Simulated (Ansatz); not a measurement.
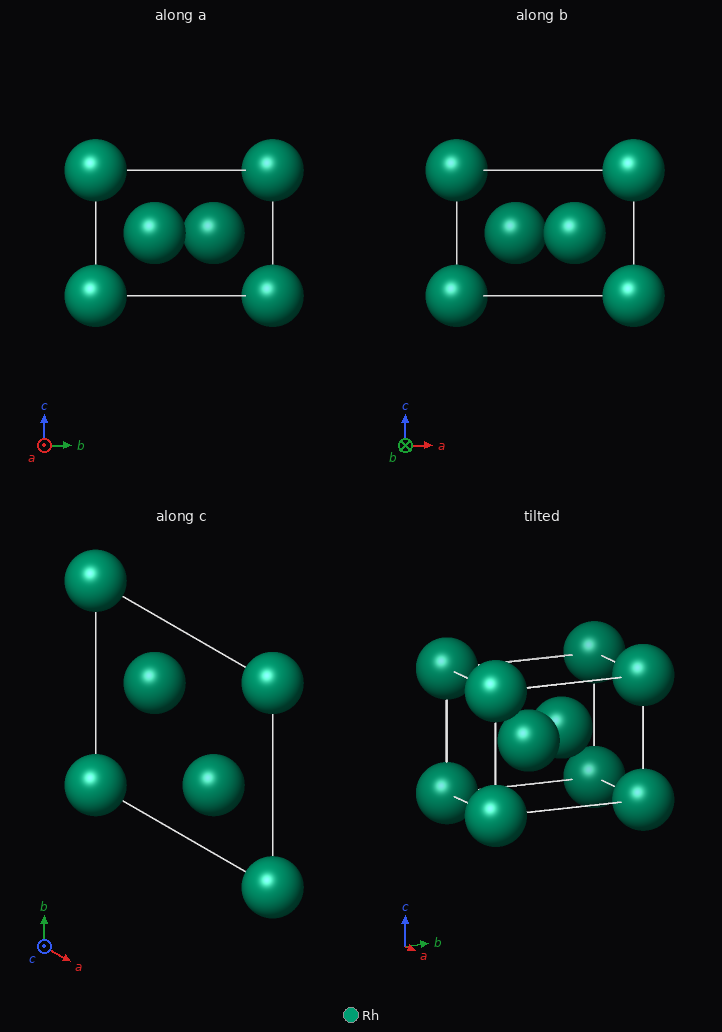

We look at a spheres-only model of the crystal along the a axis, along the b axis, along the c axis and slightly off an axis. The edges of the conventional unit cell are marked.

Lattice parameters: a = 4.3271 Å, b = 4.3271 Å, c = 2.6581 Å, α = 90.000°, β = 90.000°, γ = 120.000°.

### Set out the cell and atoms as a CIF with its space group and independent sites.

```cif
data_structure
_symmetry_space_group_name_H-M 'P 6/m m m'
_symmetry_Int_Tables_number 191
_cell_length_a 4.3271
_cell_length_b 4.3271
_cell_length_c 2.6581
_cell_angle_alpha 90.000
_cell_angle_beta 90.000
_cell_angle_gamma 120.000
_cell_volume 43.10
loop_
_atom_site_label
_atom_site_type_symbol
_atom_site_symmetry_multiplicity
_atom_site_Wyckoff_symbol
_atom_site_fract_x
_atom_site_fract_y
_atom_site_fract_z
_atom_site_occupancy
Rh1 Rh 1 a 0.0000 0.0000 0.0000 1
Rh2 Rh 2 d 0.3333 0.6667 0.5000 1
```

It goes back to a structure type filled with this element by a generator (whether the element takes this form wasn't checked). Atoms and cell were optimised with DFT, r2SCAN, plane waves (500 eV) with PAW, scalar-relativistic in Ansatz 0.2.0.
